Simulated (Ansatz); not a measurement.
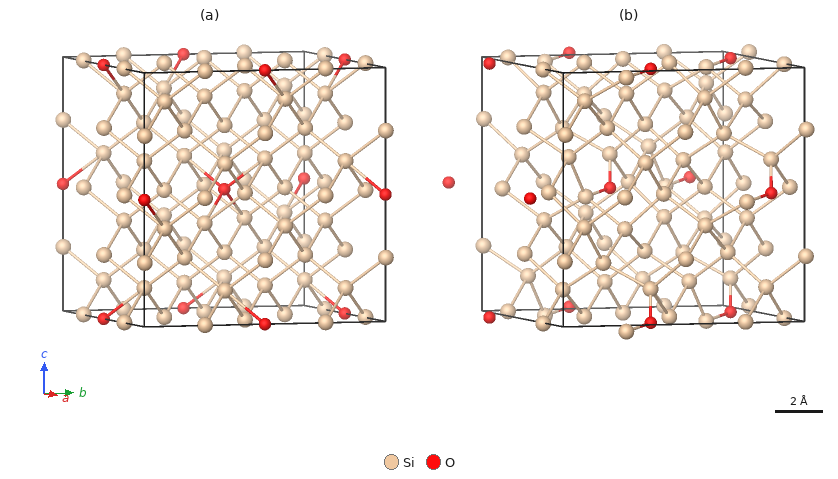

The structure of a defect cell of composition Si16O before (left) and after (right) a relaxation, at one scale.

Style: ball-and-stick. Shown: the conventional cell (4 times the calculation's cell) (origin shifted), from a free direction. Lengths and directions refer to the drawn axes.

It is an interstitial O in diamond Si. The run prepares an end point of a later path (interstitial hop) calculation, from a guessed geometry.

Method: DFT PBE, scalar-relativistic, plane waves, PAW (Ansatz 0.2.0). Set-up: plane-wave cutoff 420 eV; k-point mesh 2 × 2 × 2; occupations fermi dirac; smearing width 0.05 eV; collinear spin; atoms relaxed in a fixed cell; force threshold 0.03 eV/Å; at most 60 steps.

What changed between the two?

The O atom moves most: 1.43 Å along [−1 −2 0]. By element the largest moves are O 1.43 Å, Si 0.38 Å. The cell doesn't change. Near-neighbour distances that change, for instance: O–Si 2.366 → 3.541 Å, O–Si 2.694 → 1.663 Å, O–Si 2.361 → 3.075 Å, O–Si 2.357 → 1.663 Å. New bonds form: O–Si (2.69 → 1.66 Å). Bond angles that change, for instance: Si–Si–Si 109.5° → 92.4°, Si–Si–Si 109.5° → 121.5°, Si–Si–Si 109.5° → 118.5°. Over 19 accepted moves (20 points after the start) the energy falls by 3.458 eV per cell of the calculation. The largest force component goes from 0.39 to 0.012 eV/Å. The line search rejected the trial step at point 4 of the run. The program noted that the starting moments weren't kept.

Limits of the set-up: the periodic images lie only 7.7 Å apart, so the values are limited by the cell's size.
